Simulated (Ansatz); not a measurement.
# Single-point calculation of CuO (part 2 of 3)

The same run, continued: CuO (2 atoms in the cell); DFT PBE, scalar-relativistic, plane waves, PAW, spin-polarised (Ansatz 0.2.0); cutoff 420 eV, 7×7×7 k-mesh, Gaussian smearing of 0.05 eV, collinear spins. The structure was built on a prototype by a generator; it need not be a known phase. It belongs to a series of runs on one base structure; here: random orbitals: random, high filling.

Geometry of the input (Å; fractional positions):
```
0.0000  2.3273  2.3273
2.3273  0.0000  2.3273
2.3273  2.3273  0.0000
Cu 0.0000  0.0000  0.0000
O  0.2500  0.2500  0.2500
```

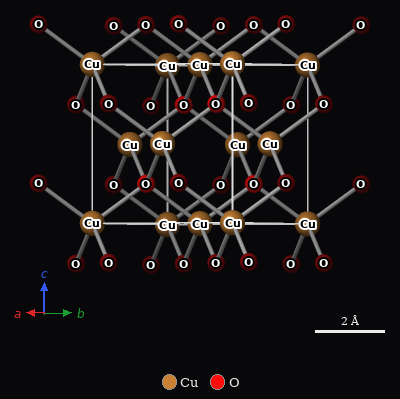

Figure 1. The structure (ball-and-stick view of the cell 4 times as large as that of the calculation, set on its symmetry axes, seen at an oblique angle; neighbours outside the cell are drawn fainter).

What the program printed, continued
```
SCF iter   1: F=—  HF=-7188.497467 eV  |F-HF|=—  |Δ(HF+E_count)|=         —  Δρ=8.29e-2 (↑3.95e-2 ↓8.29e-2)  dr2=1.77e0  dr2_m=2.74e-1  M=1.000 μB ∫|m|=1.028 μB  β_m=1.00  ethr=3.10e-3  ⟨swp⟩=5.9  Hψ=26095  notcnv=0
preconditioner: auto → none  [insulator: Δε(μ)=1.588 eV  Ē_g=17.933 eV  σ=0.050 eV  W_gap=1.00  n_scr=14 (ndim 8)  ℏωp=30.5 eV  f_vac=0.045  D(μ)=0.00/eV (n_scr^D=0)  ε∞_Penn≈3.9]
SCF iter   2: F=—  HF=-7188.265530 eV  |F-HF|=—  |Δ(HF+E_count)|=   2.32e-1  Δρ=3.19e-2 (↑3.06e-2 ↓3.19e-2)  dr2=3.05e-1  dr2_m=2.27e-4  M=1.000 μB ∫|m|=1.035 μB  β_m=1.00  ethr=3.10e-3  ⟨swp⟩=2.2  Hψ=12645  notcnv=0  defer=172
SCF iter   3: F=—  HF=-7188.353790 eV  |F-HF|=—  |Δ(HF+E_count)|=   8.83e-2  Δρ=1.82e-2 (↑1.82e-2 ↓1.79e-2)  dr2=1.03e-1  dr2_m=2.05e-5  M=1.000 μB ∫|m|=1.034 μB  β_m=1.00  ethr=1.22e-3  ⟨swp⟩=2.1  Hψ=9487  notcnv=0  defer=172
SCF iter   4: F=—  HF=-7188.422357 eV  |F-HF|=—  |Δ(HF+E_count)|=   6.86e-2  Δρ=2.24e-3 (↑2.24e-3 ↓2.04e-3)  dr2=1.26e-3  dr2_m=1.90e-5  M=1.000 μB ∫|m|=1.033 μB  β_m=1.00  ethr=4.12e-4  ⟨swp⟩=2.7  Hψ=10729  notcnv=0  defer=172
SCF iter   5: F=—  HF=-7188.459358 eV  |F-HF|=—  |Δ(HF+E_count)|=   3.70e-2  Δρ=1.15e-3 (↑1.15e-3 ↓1.09e-3)  dr2=4.01e-4  dr2_m=2.09e-6  M=1.000 μB ∫|m|=1.033 μB  β_m=1.00  ethr=5.05e-6  ⟨swp⟩=2.0  Hψ=9879  notcnv=0  defer=172
SCF iter   6: F=—  HF=-7188.477098 eV  |F-HF|=—  |Δ(HF+E_count)|=   1.77e-2  Δρ=3.09e-4 (↑3.09e-4 ↓2.87e-4)  dr2=2.95e-5  dr2_m=1.02e-6  M=1.000 μB ∫|m|=1.032 μB  β_m=0.30  ethr=1.60e-6  ⟨swp⟩=2.0  Hψ=10082  notcnv=0  defer=172
Mixer restart at iter 6: flushing history
spin-set hold released at iteration 6 (site moments contracting): the magnetisation degrees of freedom join the quasi-Newton model from the next iteration; the mixer history was flushed
SCF iter   7: F=—  HF=-7188.485500 eV  |F-HF|=—  |Δ(HF+E_count)|=   8.40e-3  Δρ=1.89e-4 (↑1.89e-4 ↓1.70e-4)  dr2=7.81e-6  dr2_m=2.08e-6  M=1.000 μB ∫|m|=1.032 μB  β_m=0.65  ethr=1.18e-7  ⟨swp⟩=2.0  Hψ=10193  notcnv=0  defer=172
SCF iter   8: F=—  HF=-7188.493904 eV  |F-HF|=—  |Δ(HF+E_count)|=   8.40e-3  Δρ=2.72e-4 (↑2.72e-4 ↓2.36e-4)  dr2=3.96e-5  dr2_m=1.03e-6  M=1.000 μB ∫|m|=1.031 μB  β_m=0.52  ethr=3.12e-8  ⟨swp⟩=3.0  Hψ=13803  notcnv=0  defer=172
SCF iter   9: F=—  HF=-7188.493888 eV  |F-HF|=—  |Δ(HF+E_count)|=   1.61e-5  Δρ=9.38e-5 (↑9.38e-5 ↓8.13e-5)  dr2=3.38e-6  dr2_m=6.99e-7  M=1.000 μB ∫|m|=1.031 μB  β_m=0.49  ethr=3.12e-8  ⟨swp⟩=2.0  Hψ=10016  notcnv=0  defer=172
SCF iter  10: F=—  HF=-7188.493888 eV  |F-HF|=—  |Δ(HF+E_count)|=   2.04e-7  Δρ=3.71e-5 (↑3.23e-5 ↓3.71e-5)  dr2=1.04e-7  dr2_m=2.32e-7  M=1.000 μB ∫|m|=1.031 μB  β_m=0.60  ethr=1.35e-8  ⟨swp⟩=2.2  Hψ=7802  notcnv=0  defer=172
SCF iter  11: F=—  HF=-7188.493888 eV  |F-HF|=—  |Δ(HF+E_count)|=   3.52e-7  Δρ=2.79e-5 (↑2.79e-5 ↓1.37e-5)  dr2=2.08e-7  dr2_m=4.18e-8  M=1.000 μB ∫|m|=1.031 μB  β_m=0.56  ethr=4.16e-10  ⟨swp⟩=2.0  Hψ=9977  notcnv=0  defer=172
SCF iter  12: F=—  HF=-7188.493888 eV  |F-HF|=—  |Δ(HF+E_count)|=  6.37e-12  Δρ=3.73e-6 (↑3.73e-6 ↓2.18e-6)  dr2=7.95e-10  dr2_m=1.92e-9  M=1.000 μB ∫|m|=1.031 μB  β_m=0.78  ethr=4.16e-10  ⟨swp⟩=2.0  Hψ=8772  notcnv=0  defer=172
SCF iter  13: F=—  HF=-7188.493888 eV  |F-HF|=—  |Δ(HF+E_count)|=   1.31e-9  Δρ=5.49e-7 (↑5.49e-7 ↓3.71e-7)  dr2=8.67e-12  dr2_m=4.70e-11  M=1.000 μB ∫|m|=1.031 μB  β_m=0.78  ethr=3.18e-12  ⟨swp⟩=2.0  Hψ=9063  notcnv=0  defer=172
Mixer restart at iter 13: flushing history
SCF iter  14: F=—  HF=-7191.537547 eV  |F-HF|=—  |Δ(HF+E_count)|=         —  Δρ=1.69e-1 (↑3.26e-2 ↓1.69e-1)  dr2=5.33e0  dr2_m=1.76e0  M=0.375 μB ∫|m|=0.376 μB  β_m=0.78  ethr=1.00e-12  ⟨swp⟩=8.0  Hψ=28782  notcnv=0  defer=172
SCF iter  15: F=—  HF=-7200.834167 eV  |F-HF|=—  |Δ(HF+E_count)|=    9.30e0  Δρ=3.63e-1 (↑2.11e-1 ↓3.63e-1)  dr2=5.79e1  dr2_m=1.76e0  M=1.332 μB ∫|m|=1.344 μB  β_m=0.00  ethr=1.00e-12  ⟨swp⟩=9.8  Hψ=52251  notcnv=0  defer=85  recentre
SCF iter  16: F=—  HF=-7191.535303 eV  |F-HF|=—  |Δ(HF+E_count)|=    9.30e0  Δρ=1.68e-1 (↑3.23e-2 ↓1.68e-1)  dr2=5.30e0  dr2_m=1.75e0  M=0.375 μB ∫|m|=0.377 μB  β_m=0.00  ethr=1.00e-12  ⟨swp⟩=9.3  Hψ=50376  notcnv=0  defer=6
SCF iter  17: F=—  HF=-7191.486806 eV  |F-HF|=—  |Δ(HF+E_count)|=   4.85e-2  Δρ=1.66e-1 (↑3.20e-2 ↓1.66e-1)  dr2=5.01e0  dr2_m=1.72e0  M=0.382 μB ∫|m|=0.383 μB  β_m=0.00  ethr=1.00e-12  ⟨swp⟩=6.1  Hψ=26412  notcnv=0  defer=6
SCF iter  18: F=—  HF=-7191.449541 eV  |F-HF|=—  |Δ(HF+E_count)|=   3.73e-2  Δρ=1.64e-1 (↑3.14e-2 ↓1.64e-1)  dr2=4.80e0  dr2_m=1.70e0  M=0.386 μB ∫|m|=0.387 μB  β_m=0.00  ethr=1.00e-12  ⟨swp⟩=6.1  Hψ=23279  notcnv=0  defer=29
SCF iter  19: F=—  HF=-7191.353678 eV  |F-HF|=—  |Δ(HF+E_count)|=   9.59e-2  Δρ=1.58e-1 (↑3.00e-2 ↓1.58e-1)  dr2=4.20e0  dr2_m=1.64e0  M=0.398 μB ∫|m|=0.399 μB  β_m=0.00  ethr=1.00e-12  ⟨swp⟩=6.0  Hψ=28071  notcnv=0  defer=29
SCF iter  20: F=—  HF=-7191.112638 eV  |F-HF|=—  |Δ(HF+E_count)|=   2.41e-1  Δρ=1.42e-1 (↑2.88e-2 ↓1.42e-1)  dr2=2.68e0  dr2_m=1.47e0  M=0.437 μB ∫|m|=0.439 μB  β_m=0.01  ethr=1.00e-12  ⟨swp⟩=7.3  Hψ=30401  notcnv=0  defer=29
SCF iter  21: F=—  HF=-7190.857921 eV  |F-HF|=—  |Δ(HF+E_count)|=   2.55e-1  Δρ=1.09e-1 (↑3.61e-2 ↓1.09e-1)  dr2=8.34e-1  dr2_m=1.05e0  M=0.538 μB ∫|m|=0.539 μB  β_m=0.01  ethr=1.00e-12  ⟨swp⟩=7.3  Hψ=34987  notcnv=0  defer=89
SCF iter  22: F=—  HF=-7190.867719 eV  |F-HF|=—  |Δ(HF+E_count)|=   9.80e-3  Δρ=7.50e-2 (↑3.39e-2 ↓7.50e-2)  dr2=3.40e-1  dr2_m=5.57e-1  M=0.561 μB ∫|m|=0.562 μB  β_m=0.01  ethr=1.00e-12  ⟨swp⟩=7.2  Hψ=32571  notcnv=0  defer=90
SCF iter  23: F=—  HF=-7190.850161 eV  |F-HF|=—  |Δ(HF+E_count)|=   1.76e-2  Δρ=5.12e-2 (↑3.47e-2 ↓5.12e-2)  dr2=2.04e-1  dr2_m=3.30e-1  M=0.569 μB ∫|m|=0.570 μB  β_m=0.15  ethr=1.00e-12  ⟨swp⟩=7.3  Hψ=34487  notcnv=0  defer=84
SCF iter  24: F=—  HF=-7190.905127 eV  |F-HF|=—  |Δ(HF+E_count)|=   5.50e-2  Δρ=2.74e-2 (↑2.04e-2 ↓2.74e-2)  dr2=1.98e-1  dr2_m=8.40e-2  M=0.453 μB ∫|m|=0.454 μB  β_m=0.58  ethr=1.00e-12  ⟨swp⟩=7.3  Hψ=33538  notcnv=0  defer=87
SCF iter  25: F=—  HF=-7190.917853 eV  |F-HF|=—  |Δ(HF+E_count)|=   1.27e-2  Δρ=1.90e-2 (↑9.81e-3 ↓1.90e-2)  dr2=1.28e-1  dr2_m=9.10e-3  M=0.394 μB ∫|m|=0.396 μB  β_m=0.64  ethr=1.00e-12  ⟨swp⟩=7.3  Hψ=34962  notcnv=0  defer=84
SCF iter  26: F=—  HF=-7190.907635 eV  |F-HF|=—  |Δ(HF+E_count)|=   1.02e-2  Δρ=6.10e-3 (↑6.10e-3 ↓5.82e-3)  dr2=1.98e-2  dr2_m=8.79e-4  M=0.420 μB ∫|m|=0.424 μB  β_m=0.57  ethr=1.00e-12  ⟨swp⟩=7.2  Hψ=31534  notcnv=0  defer=80
SCF iter  27: F=—  HF=-7190.902676 eV  |F-HF|=—  |Δ(HF+E_count)|=   4.96e-3  Δρ=1.96e-3 (↑1.75e-3 ↓1.96e-3)  dr2=1.14e-3  dr2_m=2.93e-4  M=0.425 μB ∫|m|=0.431 μB  β_m=0.54  ethr=1.00e-12  ⟨swp⟩=6.3  Hψ=29028  notcnv=0  defer=80
SCF iter  28: F=—  HF=-7190.902603 eV  |F-HF|=—  |Δ(HF+E_count)|=   7.30e-5  Δρ=8.30e-4 (↑7.17e-4 ↓8.30e-4)  dr2=1.86e-5  dr2_m=1.29e-4  M=0.427 μB ∫|m|=0.433 μB  β_m=0.77  ethr=1.00e-12  ⟨swp⟩=6.1  Hψ=26093  notcnv=0  defer=79
SCF iter  29: F=—  HF=-7190.902771 eV  |F-HF|=—  |Δ(HF+E_count)|=   1.68e-4  Δρ=8.32e-4 (↑6.31e-4 ↓8.32e-4)  dr2=2.25e-5  dr2_m=1.18e-4  M=0.437 μB ∫|m|=0.444 μB  β_m=0.89  ethr=1.00e-12  ⟨swp⟩=5.3  Hψ=21823  notcnv=0  defer=78
SCF iter  30: F=—  HF=-7190.902857 eV  |F-HF|=—  |Δ(HF+E_count)|=   8.62e-5  Δρ=9.20e-4 (↑9.20e-4 ↓7.98e-4)  dr2=1.39e-5  dr2_m=1.61e-4  M=0.453 μB ∫|m|=0.460 μB  β_m=0.94  ethr=1.00e-12  ⟨swp⟩=5.2  Hψ=21318  notcnv=0  defer=78
SCF iter  31: F=—  HF=-7190.902863 eV  |F-HF|=—  |Δ(HF+E_count)|=   5.89e-6  Δρ=9.14e-4 (↑9.14e-4 ↓7.38e-4)  dr2=2.55e-5  dr2_m=1.49e-4  M=0.456 μB ∫|m|=0.463 μB  β_m=0.97  ethr=1.00e-12  ⟨swp⟩=4.7  Hψ=19558  notcnv=0  defer=78
SCF iter  32: F=—  HF=-7190.902868 eV  |F-HF|=—  |Δ(HF+E_count)|=   4.44e-6  Δρ=9.58e-4 (↑9.17e-4 ↓9.58e-4)  dr2=2.05e-5  dr2_m=1.98e-4  M=0.459 μB ∫|m|=0.467 μB  β_m=0.45  ethr=1.00e-12  ⟨swp⟩=4.3  Hψ=19459  notcnv=0  defer=78
SCF iter  33: F=—  HF=-7190.902822 eV  |F-HF|=—  |Δ(HF+E_count)|=   4.57e-5  Δρ=7.06e-4 (↑6.90e-4 ↓7.06e-4)  dr2=2.13e-6  dr2_m=1.12e-4  M=0.445 μB ∫|m|=0.452 μB  β_m=0.30  ethr=1.00e-12  ⟨swp⟩=4.4  Hψ=19142  notcnv=0  defer=78
SCF iter  34: F=—  HF=-7190.902775 eV  |F-HF|=—  |Δ(HF+E_count)|=   4.64e-5  Δρ=5.61e-4 (↑4.99e-4 ↓5.61e-4)  dr2=4.00e-6  dr2_m=6.29e-5  M=0.430 μB ∫|m|=0.436 μB  β_m=0.76  ethr=1.00e-12  ⟨swp⟩=4.3  Hψ=18983  notcnv=0  defer=77
SCF iter  35: F=—  HF=-7190.902705 eV  |F-HF|=—  |Δ(HF+E_count)|=   7.05e-5  Δρ=5.19e-4 (↑5.19e-4 ↓5.06e-4)  dr2=1.98e-6  dr2_m=6.02e-5  M=0.401 μB ∫|m|=0.408 μB  β_m=0.96  ethr=1.00e-12  ⟨swp⟩=5.4  Hψ=21301  notcnv=0  defer=77
SCF iter  36: F=—  HF=-7190.902602 eV  |F-HF|=—  |Δ(HF+E_count)|=   1.03e-4  Δρ=9.21e-4 (↑9.21e-4 ↓6.87e-4)  dr2=2.33e-5  dr2_m=1.45e-4  M=0.371 μB ∫|m|=0.376 μB  β_m=0.22  ethr=1.00e-12  ⟨swp⟩=5.8  Hψ=21580  notcnv=0  defer=77  recentre
SCF iter  37: F=—  HF=-7190.902664 eV  |F-HF|=—  |Δ(HF+E_count)|=   6.27e-5  Δρ=6.75e-4 (↑5.53e-4 ↓6.75e-4)  dr2=2.67e-6  dr2_m=8.67e-5  M=0.388 μB ∫|m|=0.394 μB  β_m=0.61  ethr=1.00e-12  ⟨swp⟩=5.0  Hψ=20330  notcnv=0  defer=77
SCF iter  38: F=—  HF=-7190.902698 eV  |F-HF|=—  |Δ(HF+E_count)|=   3.33e-5  Δρ=5.42e-4 (↑5.24e-4 ↓5.42e-4)  dr2=8.30e-7  dr2_m=6.54e-5  M=0.399 μB ∫|m|=0.405 μB  β_m=0.80  ethr=1.00e-12  ⟨swp⟩=4.1  Hψ=17815  notcnv=0  defer=77
SCF iter  39: F=—  HF=-7190.902696 eV  |F-HF|=—  |Δ(HF+E_count)|=   1.97e-6  Δρ=5.39e-4 (↑5.34e-4 ↓5.39e-4)  dr2=5.48e-7  dr2_m=6.64e-5  M=0.398 μB ∫|m|=0.404 μB  β_m=0.90  ethr=1.00e-12  ⟨swp⟩=3.1  Hψ=13732  notcnv=0  defer=77
SCF iter  40: F=—  HF=-7190.902694 eV  |F-HF|=—  |Δ(HF+E_count)|=   1.92e-6  Δρ=5.40e-4 (↑5.40e-4 ↓5.34e-4)  dr2=2.91e-7  dr2_m=6.66e-5  M=0.397 μB ∫|m|=0.403 μB  β_m=0.95  ethr=1.00e-12  ⟨swp⟩=3.1  Hψ=13052  notcnv=0  defer=77
SCF iter  41: F=—  HF=-7190.902704 eV  |F-HF|=—  |Δ(HF+E_count)|=   1.00e-5  Δρ=5.29e-4 (↑5.23e-4 ↓5.29e-4)  dr2=8.52e-7  dr2_m=6.36e-5  M=0.401 μB ∫|m|=0.407 μB  β_m=0.06  ethr=1.00e-12  ⟨swp⟩=4.3  Hψ=16668  notcnv=0  defer=77
SCF iter  42: F=—  HF=-7190.902710 eV  |F-HF|=—  |Δ(HF+E_count)|=   5.88e-6  Δρ=5.98e-4 (↑5.81e-4 ↓5.98e-4)  dr2=3.50e-6  dr2_m=7.75e-5  M=0.405 μB ∫|m|=0.411 μB  β_m=0.09  ethr=1.00e-12  ⟨swp⟩=4.3  Hψ=19058  notcnv=0  defer=77
SCF iter  43: F=—  HF=-7190.902730 eV  |F-HF|=—  |Δ(HF+E_count)|=   2.00e-5  Δρ=5.04e-4 (↑4.55e-4 ↓5.04e-4)  dr2=5.78e-6  dr2_m=5.04e-5  M=0.413 μB ∫|m|=0.419 μB  β_m=0.08  ethr=1.00e-12  ⟨swp⟩=4.4  Hψ=19645  notcnv=0  defer=77
SCF iter  44: F=—  HF=-7190.902788 eV  |F-HF|=—  |Δ(HF+E_count)|=   5.81e-5  Δρ=7.12e-4 (↑7.12e-4 ↓5.66e-4)  dr2=1.01e-5  dr2_m=9.04e-5  M=0.435 μB ∫|m|=0.442 μB  β_m=0.63  ethr=1.00e-12  ⟨swp⟩=5.0  Hψ=20664  notcnv=0  defer=77
SCF iter  45: F=—  HF=-7190.902789 eV  |F-HF|=—  |Δ(HF+E_count)|=   1.02e-6  Δρ=6.46e-4 (↑6.46e-4 ↓5.43e-4)  dr2=2.81e-6  dr2_m=8.12e-5  M=0.433 μB ∫|m|=0.440 μB  β_m=0.05  ethr=1.00e-12  ⟨swp⟩=4.4  Hψ=19500  notcnv=0  defer=77
SCF iter  46: F=—  HF=-7190.902819 eV  |F-HF|=—  |Δ(HF+E_count)|=   3.05e-5  Δρ=7.81e-4 (↑6.59e-4 ↓7.81e-4)  dr2=3.63e-6  dr2_m=1.19e-4  M=0.444 μB ∫|m|=0.451 μB  β_m=0.44  ethr=1.00e-12  ⟨swp⟩=4.2  Hψ=18019  notcnv=0  defer=77
SCF iter  47: F=—  HF=-7190.902826 eV  |F-HF|=—  |Δ(HF+E_count)|=   7.17e-6  Δρ=7.61e-4 (↑7.46e-4 ↓7.61e-4)  dr2=1.63e-6  dr2_m=1.31e-4  M=0.446 μB ∫|m|=0.453 μB  β_m=0.14  ethr=1.00e-12  ⟨swp⟩=4.1  Hψ=17748  notcnv=0  defer=77
SCF iter  48: F=—  HF=-7190.902757 eV  |F-HF|=—  |Δ(HF+E_count)|=   6.93e-5  Δρ=5.52e-4 (↑5.26e-4 ↓5.52e-4)  dr2=9.45e-7  dr2_m=6.66e-5  M=0.421 μB ∫|m|=0.428 μB  β_m=0.11  ethr=1.00e-12  ⟨swp⟩=5.0  Hψ=21024  notcnv=0  defer=77
SCF iter  49: F=—  HF=-7190.902687 eV  |F-HF|=—  |Δ(HF+E_count)|=   6.98e-5  Δρ=5.61e-4 (↑5.31e-4 ↓5.61e-4)  dr2=3.89e-6  dr2_m=6.60e-5  M=0.395 μB ∫|m|=0.401 μB  ethr=1.00e-12  ⟨swp⟩=2.9  Hψ=35445  notcnv=0
Mixer restart at iter 49: flushing history
iteration 49: the SCF's residuals had fallen too slowly under its mixing. It goes on by minimising its free energy, and can end on another state than longer mixing would; under `scf.algorithm: density_mixing` no SCF does so, but by `scf.convergence.dm_fallback`
SCF iter  50: F=—  HF=-7190.904436 eV  |F-HF|=—  |Δ(HF+E_count)|=   1.75e-3  Δρ=8.72e-4 (↑8.72e-4 ↓8.62e-4)  dr2=2.44e-5  dr2_m=1.65e-4  M=0.633 μB ∫|m|=0.644 μB  ethr=1.00e-12  ⟨swp⟩=3.2  Hψ=57482  notcnv=0
SCF iter  51: F=—  HF=-7190.904527 eV  |F-HF|=—  |Δ(HF+E_count)|=   9.14e-5  Δρ=4.74e-4 (↑4.74e-4 ↓3.32e-4)  dr2=7.69e-6  dr2_m=3.62e-5  M=0.639 μB ∫|m|=0.652 μB  ethr=1.00e-12  ⟨swp⟩=2.2  Hψ=30982  notcnv=0
SCF iter  52: F=—  HF=-7190.904542 eV  |F-HF|=—  |Δ(HF+E_count)|=   1.50e-5  Δρ=2.93e-5 (↑1.68e-5 ↓2.93e-5)  dr2=2.26e-7  dr2_m=7.26e-8  M=0.645 μB ∫|m|=0.660 μB  ethr=1.00e-12  ⟨swp⟩=2.2  Hψ=27783  notcnv=0
SCF iter  53: F=-7190.904542 eV  HF=-7190.904542 eV  |F-HF|=1.77e-10  |Δ(HF+E_count)|=   1.65e-8  Δρ=7.38e-7 (↑7.38e-7 ↓6.24e-7)  dr2=2.19e-10  dr2_m=1.74e-11  M=0.645 μB ∫|m|=0.660 μB  ethr=1.00e-12  ⟨swp⟩=4.0  Hψ=29874  notcnv=0
SCF iter  54: F=-7190.904542 eV  HF=-7190.904542 eV  |F-HF|=1.78e-10  |Δ(HF+E_count)|=  9.09e-13  Δρ=7.38e-7 (↑7.38e-7 ↓6.24e-7)  dr2=2.19e-10  dr2_m=1.74e-11  M=0.645 μB ∫|m|=0.660 μB  ethr=1.00e-12  ⟨swp⟩=4.0  Hψ=29874  notcnv=0
```
